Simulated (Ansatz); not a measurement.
Single-point calculation of WS2 (part 3 of 3)

The same run, continued: WS2 (P-6m2, 48 atoms in the cell); DFT PBE+D3(BJ), scalar-relativistic, plane waves, PAW, no spin polarisation (Ansatz 0.2.0); cutoff 420 eV, 2×2×2 k-mesh, Gaussian smearing of 0.01 eV. The structure derives from a Materials Project entry. It belongs to a series of runs on one base structure; here: the perfect crystal in a cell of 48 atoms.

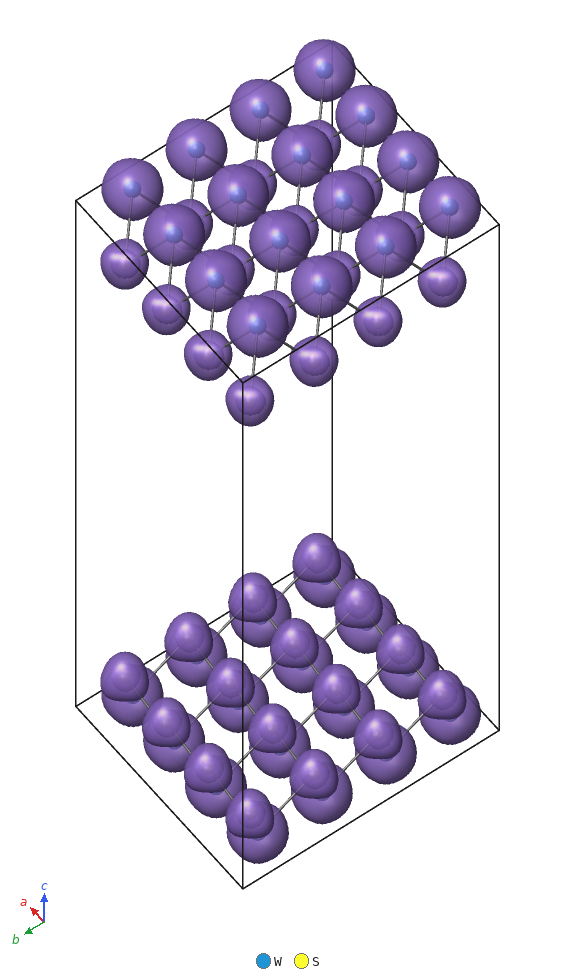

Figure 1. Isosurface of the valence electron density at 1 e/Å³ (purple), seen at an oblique angle. Sticks mark near contacts. The outline is the calculation cell. At this value the density breaks into separate islands; it holds about 45 % of the electrons treated as valence (semicore included). It is pinched off along the W–S (2.41 Å) contacts. On the grid the lowest density along these lines, outside the cores, is 0.63 e/Å³ (W–S, 2.41 Å).

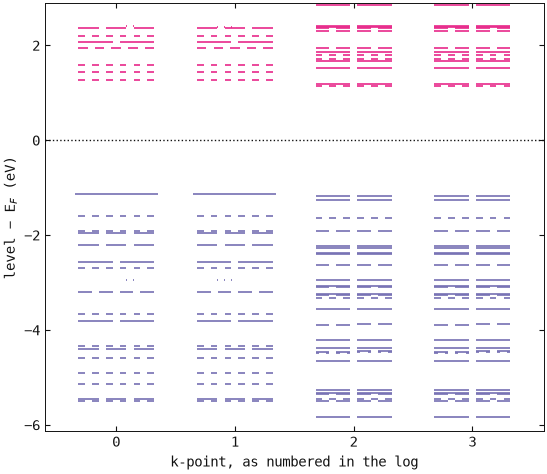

Figure 2. Kohn–Sham levels near the Fermi level (dotted) at the few k-points that the log prints; levels within 0.02 eV of each other stand side by side. Among these points the highest filled and lowest empty levels are 2.27 eV apart, which is the gap on the mesh.
